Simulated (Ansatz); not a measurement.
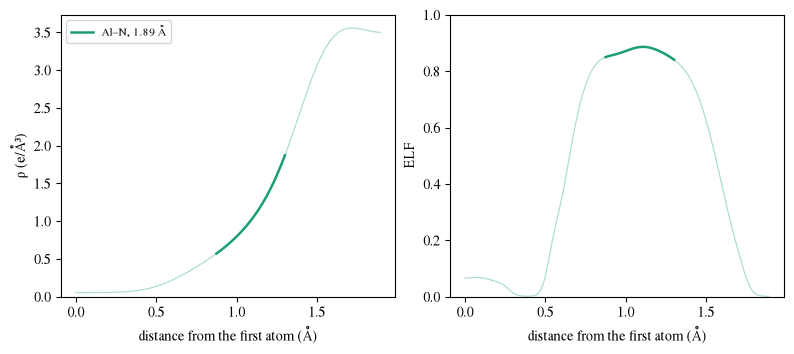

Figure 1: AlN. Valence pseudo-density and electron localisation function along straight lines between neighbouring atoms. Thin, pale parts lie inside the atomic spheres.

Space group Pmn2₁; a structure from a database of computed crystals, not necessarily the ambient phase; not relaxed (largest force 1.7 eV/Å); computed pressure about −6 GPa in this cell.

Theory: Ansatz, DFT r2SCAN, scalar-relativistic, plane waves, PAW.

The density is the valence pseudo-density of a PAW calculation; it isn't the true density close to the nuclei.

**What can be read from the curves?**

Al–N (1.89 Å): the density is about 0.69 e/Å³ at the midpoint; the ELF peaks at about 0.90 in the valence shell of N, 0.8 Å from its nucleus, and is about 0.85 at the midpoint.
